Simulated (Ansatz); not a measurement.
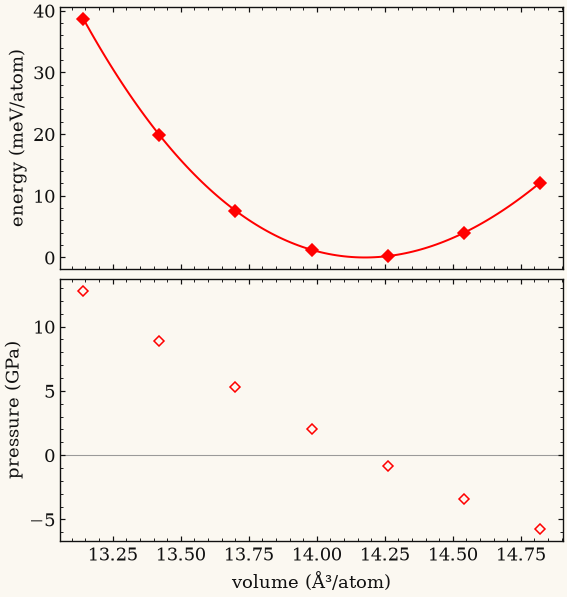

**Figure.** Energy and pressure against volume for TiSi₂, space group Fddd (No. 70).

A third-order Birch–Murnaghan fit gives V0 = 14.18 Å³/atom, B0 = 144 GPa and B′ = 4.3. The energy is 38.69 meV/atom at volume 13.14 Å³/atom and 12.05 meV/atom at 14.82 Å³/atom; the lowest computed point is at volume 14.26 Å³/atom (0.22 meV/atom). The pressure falls from 12.81 GPa at volume 13.14 Å³/atom to −5.77 GPa at 14.82 Å³/atom, and changes sign near 14.18 Å³/atom.

How it was computed, with Ansatz 0.2.0: all-electron LAPW DFT, no spin polarisation; energies at scaled volumes of the given cell, shape and fractions fixed, counted from the fit's minimum, third-order Birch-Murnaghan fit. Level: PBE.

| setting | value |
| --- | --- |
| k mesh | 7×7×7 |
| occupations | Fermi–Dirac |
| smearing width | 0.05 eV |
| potentials | all electron LAPW, scalar relativistic |
| program settings | basis error eV/atom 0.001 |

Cell as given: a = 5.927 Å, b = 4.887 Å, c = 4.761 Å, α = 75.79°, β = 53.07°, γ = 51.14°; 6 atoms.

Note: shape and atomic fractions are frozen while scaling, which makes layered, chain and framework solids too stiff.
